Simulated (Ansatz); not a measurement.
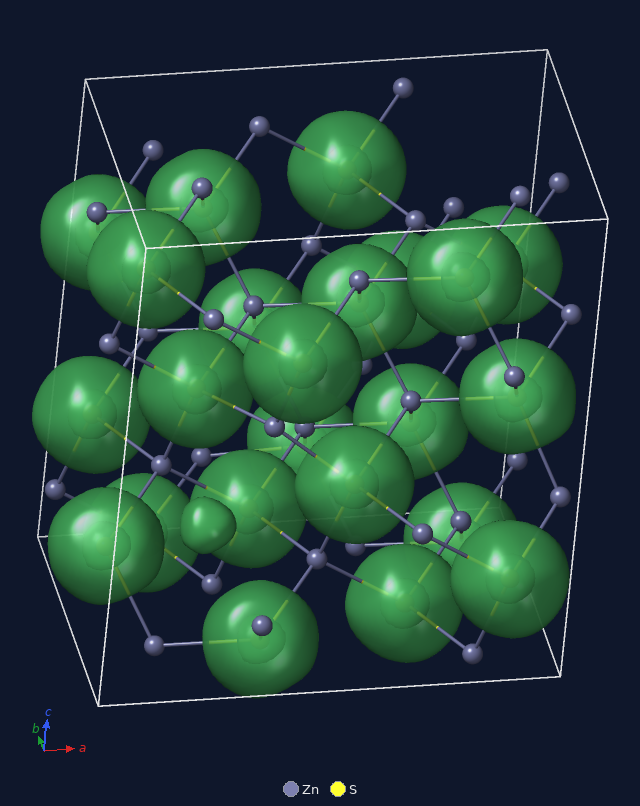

The picture shows: Zn24S23 (cell charge +1, with a compensating background) (cell with a defect). Isosurface of the ELF at 0.65 (green), seen at an oblique angle. Core shells and regions of very low density are left out. Sticks mark near contacts.

Spin-polarised.

These are results of DFT PBE, scalar-relativistic, plane waves, PAW (Ansatz), not measurements.

Question: Identify the bonds, lone pairs and shells in this picture.

Answer: At this value the surface marks out 23 regions wrapped around S (the valence shell of each) and one pocket between the atoms, centred on no nucleus (multi-centre or interstitial), counted in one cell of 47 atoms. Regions shared between cells count once. Profiles from the grid: Zn–S (2.29 Å): the ELF peaks at about 0.90 in the valence shell of S, 0.8 Å from its nucleus, and is about 0.60 at the midpoint. Zn–S (2.34 Å): the ELF peaks at about 0.90 in the valence shell of S, 0.8 Å from its nucleus, and is about 0.55 at the midpoint.
